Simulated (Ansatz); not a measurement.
Geometry relaxation of NiSi₂ (part 2 of 2)

Continued. System: NiSi₂ (R-3m, 3 atoms in the cell). Method: DFT r2SCAN, scalar-relativistic, plane waves, PAW, no spin polarisation (Ansatz 0.2.0); cutoff 500 eV, 9×9×11 k-mesh, Gaussian smearing of 0.1 eV. The structure derives from a Materials Project entry. It belongs to a series of runs on one base structure; here: film's bulk on the substrate's plane, third vector and atoms relaxed.

Geometry of the input (Å; fractional positions):
```
3.8493  0.0000  0.0000
-1.9246  3.3336  0.0000
-1.9246  1.1112  3.0705
Si 0.2500  0.7500  0.7500
Si 0.7500  0.2500  0.2500
Ni 0.0000  0.0000  0.0000
```

## The program's output, continued
```
SCF iter   1: F=—  HF=-7124.469121 eV  |F-HF|=—  |Δ(HF+E_count)|=         —  Δρ=5.33e-5  dr2=6.14e-8  dr2_τ=2.89e-8  ethr=5.19e-7  ⟨swp⟩=3.0  Hψ=33829  notcnv=0
eigensolver tolerance schedule: the retry pair's looser diagonalisation over-reported the residual by 2197.70 of it (diagonalisation noise at 0.58 of the residual, at the tolerance the schedule requests for it); recorded, not acted on — ethr = c·dr2/N_el stays at c = 1.0e-1
preconditioner: auto → Kerker (q_TF=auto, 2.543 Å⁻¹)  [metal: Δε(μ)=0.007 eV  Ē_g=8.733 eV  σ=0.100 eV  W_gap=0.04  n_scr=14 (ndim 8)  ℏωp=25.0 eV  f_vac=0.002  D(μ)=0.98/eV (n_scr^D=8)]
SCF iter   2: F=—  HF=-7124.469124 eV  |F-HF|=—  |Δ(HF+E_count)|=   3.32e-6  Δρ=4.37e-5  dr2=3.11e-7  dr2_τ=3.39e-8  ethr=2.36e-10  ⟨swp⟩=2.7  Hψ=8423  notcnv=0
SCF iter   3: F=—  HF=-7124.469125 eV  |F-HF|=—  |Δ(HF+E_count)|=   1.32e-6  Δρ=3.18e-5  dr2=2.10e-7  dr2_τ=1.14e-8  ethr=2.36e-10  ⟨swp⟩=2.0  Hψ=7523  notcnv=0
SCF iter   4: F=—  HF=-7124.469126 eV  |F-HF|=—  |Δ(HF+E_count)|=   5.29e-7  Δρ=3.27e-6  dr2=3.62e-9  dr2_τ=8.52e-11  ethr=2.36e-10  ⟨swp⟩=2.3  Hψ=7053  notcnv=0
SCF iter   5: F=—  HF=-7124.469126 eV  |F-HF|=—  |Δ(HF+E_count)|=   4.06e-9  Δρ=3.51e-6  dr2=3.43e-9  dr2_τ=7.54e-11  ethr=1.39e-11  ⟨swp⟩=2.0  Hψ=6288  notcnv=0
SCF iter   6: F=—  HF=-7124.469126 eV  |F-HF|=—  |Δ(HF+E_count)|=   1.19e-9  Δρ=1.28e-6  dr2=4.42e-10  dr2_τ=1.78e-12  ethr=1.32e-11  ⟨swp⟩=2.3  Hψ=5686  notcnv=0
SCF iter   7: F=-7124.469126 eV  HF=-7124.469126 eV  |F-HF|=2.82e-11  |Δ(HF+E_count)|=  3.64e-11  Δρ=3.57e-7  dr2=4.11e-11  dr2_τ=2.11e-13  ethr=1.00e-12  ⟨swp⟩=3.6  Hψ=16934  notcnv=0
SCF 5 converged in 7 iterations: F = -7124.469126 eV  dr2 = 4.11e-11
relax step   5: F+E_penalty+E_count = -7124.46912576 eV  Δ(F+E_penalty+E_count) = -8.457e-5 eV  max|allowed force component| = 2.831e-3 eV/Å  Δτ_max = 0.0000 Å  P = -2.060 GPa  Ω = 39.618 Å³  fix = [a, b, gamma]  reactions: a -3.085, b -3.085 GPa; gamma +1.617 GPa/rad  stress off target by 1.24e-2 GPa on what of the cell is left free  SCF on the basis re-selected at this cell (its energy is not comparable with the rows above)  (7 SCF iters)
```

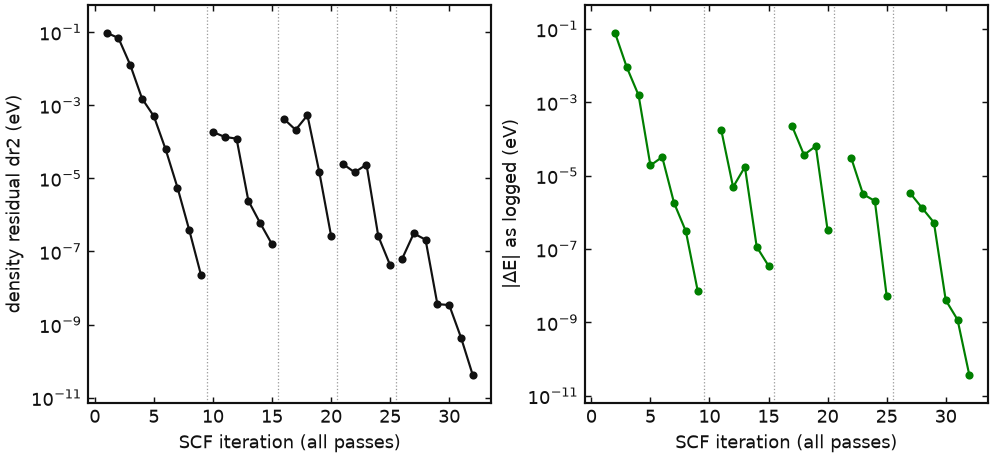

**Figure 1.** Convergence of the self-consistent field: density residual dr2 and size of the energy change against the SCF iteration. The dotted lines part the SCF passes of the relaxation: geometry steps, rejected trials and re-solves on a re-selected basis. The 5 passes take 5 to 9 iterations each, 32 in all.

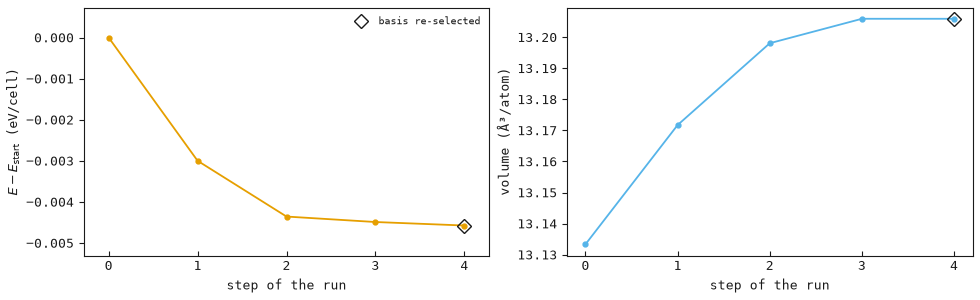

**Figure 2.** Progress of the relaxation, step by step (the first geometry is step 0 here and step 1 in the log).

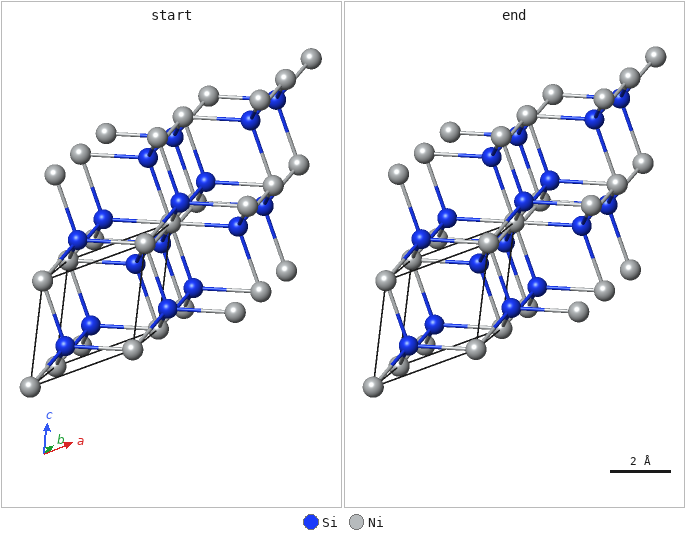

**Figure 3.** Before (left) and after (right) the relaxation, at one scale (ball-and-stick view of the reduced cell, repeated 2 × 2 × 2, seen slightly off an axis). After 3 geometry steps the energy has fallen by 4.5 meV per cell of the calculation. The largest force component goes from 0.2 to 0.0028 eV/Å. Pressure: −1.13 GPa at the start and −2.06 GPa at the end. The largest moves relative to the cell, 0.013 Å, are those of Si1 and Si2. Ni stays in place. The drawn cell changes as follows: a = b = c 3.790 → 3.804 Å (+0.3 %), α 61.0° → 60.8°, β 61.0° → 60.8°, γ 61.0° → 60.8°; the volume changes by +0.6 %. Distances before and after: Si1–Ni3 2.303 → 2.328 Å. The space group stays R-3m (No. 166). A last SCF at the same geometry on a re-selected plane-wave basis shifts the energy by −0.1 meV per cell of the calculation. (Atoms are counted from 1 in the order of the input.)

```
basis re-selected at this cell: Δ(F+E_penalty+E_count) = -8.457e-5 eV, ΔP = +0.002 GPa vs the last step (what re-selecting the basis moved, of the pressure what is left beyond the Pulay correction that the steps carried, after the strain that the cell walked since its last selection, with what the two solves' SCF thresholds leave and, on support functions, any second-order correction that the steps lacked; it is no measure of the basis error at this ecutwfc). This SCF's stress stands 1.24e-2 GPa from its target on what of the cell is left free (relax.cell.stress_tol is 1.00e-1 GPa) and its largest allowed force component is 2.83e-3 eV/Å (relax.f_tol is 1.00e-2 eV/Å): within both
SCF converged after 7 iterations
Free energy (F): -7124.469126 eV
Harris-Foulkes:  -7124.469126 eV  (|F-HF|=2.82e-11)
Internal energy: -7124.464248 eV  (E = F + TS)
E sigma→0 (E₀):  -7124.466687 eV
Entropy (-TS):   -0.004878 eV (-1.626 meV/atom)
Fermi energy:    13.274427 eV
--- Per-component energies (eV) ---
  E_band       = -371.442441
  E_kinetic    = 370.168003
  E_local      = -4916.511373  (includes V_loc(G=0)·N_el)
  E_nonlocal   = 681.510378
  E_hartree    = 2130.847281
  E_xc         = -185.787969
  E_vxc        = -223.459863  (∫ρ·V_xc dr)
  E_paw        = -2678.957860  (= ΣΔE_a)
  E_vpaw       = -558.368236  (= ΣTr[D̂ρ^β])
  E_aug_tail   = 0.000276  (compensation charges beyond the density's cutoff)
  E_vtau       = 13.524340  (kinetic-family band-sum trace: ∫τ·v_τ [+ j·A + Jᵃ·Aᵃ] dr)
  E_ewald      = -2525.280049
  E_core_change = -0.452935  (= ΣΔE_core)
  E_smearing   = -0.004878  (= −TS)
  E_closure    = -0.000000  (closes the sum)
  Σ components = -7124.469126   (vs F -7124.469126, Δ=0.00e0)
--- Forces (eV/Å), atoms counted from 1 ---
  atom   1  Si     0.00101128    -0.00058386     0.00283148
  atom   2  Si    -0.00101128     0.00058386    -0.00283148
  atom   3  Ni     0.00000000     0.00000000     0.00000000
  max |Σ_I F_I| component: 0.00e0 eV/Å
--- Stress (GPa, compression-positive) ---
       -3.155688       0.122954      -0.004181
        0.122954      -3.013713       0.002414
       -0.004181       0.002414      -0.010900
  P = ⅓ Tr σ = -2.0601 GPa (-20.601 kbar)
--- Band table (eV; the first three rows and the last of 250) ---
  k-point 0: bands = ["-95.1309", "-54.0492", "-54.0461", "-54.0435", "-1.3732", "7.7224", "7.7247", "7.8051", "9.4995", "9.5020", "13.2236", "14.9224", "14.9244", "15.1092", "15.3948", "15.4019", "15.7658"]
  k-point 1: bands = ["-95.1309", "-54.0493", "-54.0461", "-54.0436", "-1.2414", "7.5532", "7.7642", "7.7662", "9.4743", "9.4767", "13.0229", "13.9688", "14.2892", "14.2938", "16.0086", "16.0127", "17.1636"]
  k-point 2: bands = ["-95.1309", "-54.0493", "-54.0462", "-54.0439", "-0.8487", "6.8472", "7.8763", "7.8777", "9.4250", "9.4272", "11.6762", "13.5189", "13.5249", "14.1191", "16.0662", "16.0703", "17.2900"]
  k-point 249: bands = ["-95.1309", "-54.0501", "-54.0465", "-54.0440", "1.8395", "5.5118", "6.1234", "8.1333", "8.1460", "9.5450", "9.7589", "10.0202", "10.2448", "13.0412", "15.1937", "19.8267", "20.8806"]
--- Relaxed structure (4 steps of the walk, 4 accepted, 1 SCFs on fresh bases) ---
  F+E_penalty+E_count = -7124.46912576 eV   max|allowed force component| = 2.831e-3 eV/Å   (the final SCF, on the basis selected at the relaxed cell)
  cell:  # Å, volume = 39.6178 Å³
    - [3.8492788328303447, 2.007687318428438e-8, 0.0005177796943617797]
    - [-1.9246393989780914, 3.3335732655480936, -0.0005177797048088598]
    - [-1.9242263889957951, 1.1109526236974194, 3.0871133157185855]
  atoms:
    - { symbol: Si, position: [0.25153197564015145, 0.7484680243598483, 0.7541673713580879] }
    - { symbol: Si, position: [0.7484680243598484, 0.2515319756401515, 0.24583262864191185] }
    - { symbol: Ni, position: [-4.69439519179904e-21, -3.0003604888149056e-32, -3.19442947253143e-32] }
```

## Trajectory as extended XYZ (Å, eV, eV/Å), 5 frames, from step=1 to step=5
```
3
Lattice="3.8493 0.0000 0.0000 -1.9246 3.3336 0.0000 -1.9246 1.1112 3.0705" Properties=species:S:1:pos:R:3:forces:R:3 step=1 energy=-7124.46455 pressure_GPa=-1.13
Si   -1.9246    3.3336    2.3029    0.0111  -0.0064   0.2048
Si    1.9246    1.1112    0.7676   -0.0111   0.0064  -0.2048
Ni    0.0000    0.0000    0.0000    0.0000   0.0000   0.0000
3
Lattice="3.8493 0.0000 0.0003 -1.9246 3.3336 -0.0003 -1.9244 1.1110 3.0792" Properties=species:S:1:pos:R:3:forces:R:3 step=2 energy=-7124.46755 pressure_GPa=-1.63
Si   -1.9240    3.3332    2.3137    0.0065  -0.0037   0.1231
Si    1.9243    1.1114    0.7656   -0.0065   0.0037  -0.1231
Ni    0.0000    0.0000    0.0000    0.0000   0.0000   0.0000
3
Lattice="3.8493 0.0000 0.0020 -1.9246 3.3336 -0.0020 -1.9230 1.1102 3.0843" Properties=species:S:1:pos:R:3:forces:R:3 step=3 energy=-7124.46891 pressure_GPa=-1.98
Si   -1.9215    3.3317    2.3290   -0.0078   0.0045  -0.0373
Si    1.9231    1.1121    0.7552    0.0078  -0.0045   0.0373
Ni    0.0000    0.0000    0.0000    0.0000   0.0000   0.0000
3
Lattice="3.8493 0.0000 0.0005 -1.9246 3.3336 -0.0005 -1.9242 1.1110 3.0871" Properties=species:S:1:pos:R:3:forces:R:3 step=4 energy=-7124.46904 pressure_GPa=-2.06
Si   -1.9235    3.3329    2.3279    0.0010  -0.0006   0.0029
Si    1.9239    1.1116    0.7592   -0.0010   0.0006  -0.0029
Ni    0.0000    0.0000    0.0000    0.0000   0.0000   0.0000
3
Lattice="3.8493 0.0000 0.0005 -1.9246 3.3336 -0.0005 -1.9242 1.1110 3.0871" Properties=species:S:1:pos:R:3:forces:R:3 step=5 energy=-7124.46913 pressure_GPa=-2.06
Si   -1.9235    3.3329    2.3279    0.0010  -0.0006   0.0028
Si    1.9239    1.1116    0.7592   -0.0010   0.0006  -0.0028
Ni    0.0000    0.0000    0.0000    0.0000   0.0000   0.0000
```
